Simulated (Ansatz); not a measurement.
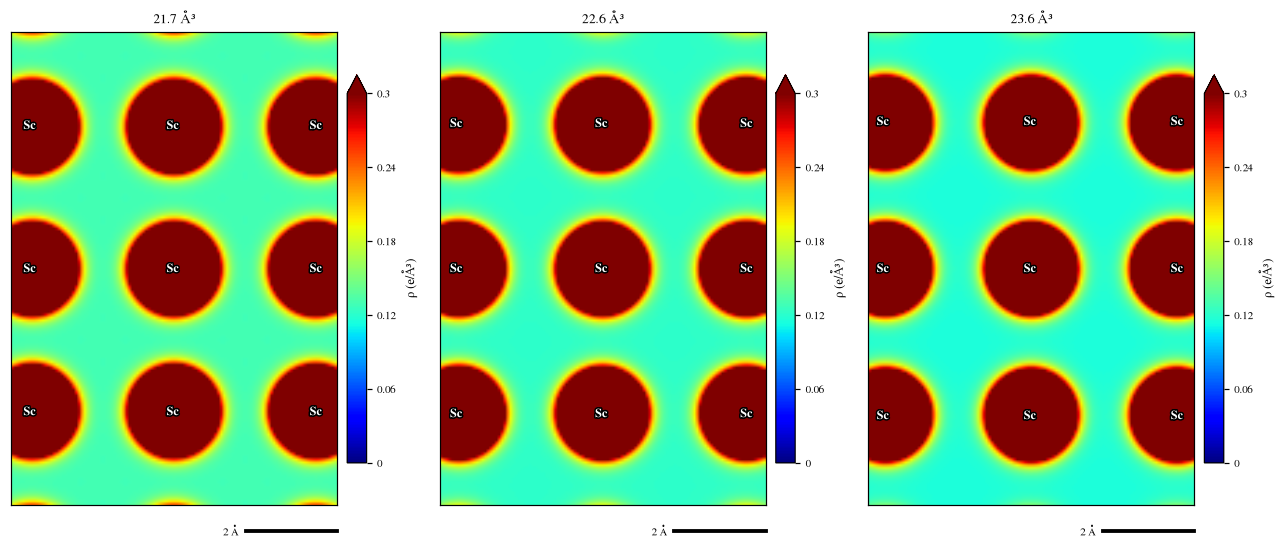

Sc. The valence pseudo-density of cells scaled evenly to different volumes (given per atom above each panel), on the (110) plane of each (indices in the axes of the cell below), at one length scale and on one colour scale.

These are results of Kohn-Sham DFT of a periodic cell, PBE, Ansatz PAW in Ansatz, not measurements.

In a PAW calculation such maps are meaningful between the atoms, not at the nuclei.

The largest cell:

```xyz
1
Lattice="0.0000 2.2750 2.2750 2.2750 0.0000 2.2750 2.2750 2.2750 0.0000" Properties=species:S:1:pos:R:3 pbc="T T T"
Sc    0.0000    0.0000    0.0000
```

| volume (Å³/atom) | Sc–Sc contact in the plane (Å) | ρ at its midpoint (e/Å³) | pressure (GPa) | 
| --- | --- | --- | --- |
| 21.70 | 3.131 | 0.132 | 8.1 | 
| 22.62 | 3.175 | 0.126 | 5.1 | 
| 23.09 | 3.196 | ? | ? | 
| 23.55 | 3.217 | 0.120 | 2.6 | 

> Estimate the missing row, and compare with the calculation.

Over the known rows ln ρ falls by 1.11 per Å of Sc–Sc distance (a least-squares line), which gives 0.123 e/Å³ at 3.196 Å; the calculation gives 0.123 e/Å³. For the pressure, a straight line in volume between the neighbouring rows gives 3.8 GPa; the calculation gives 3.8.
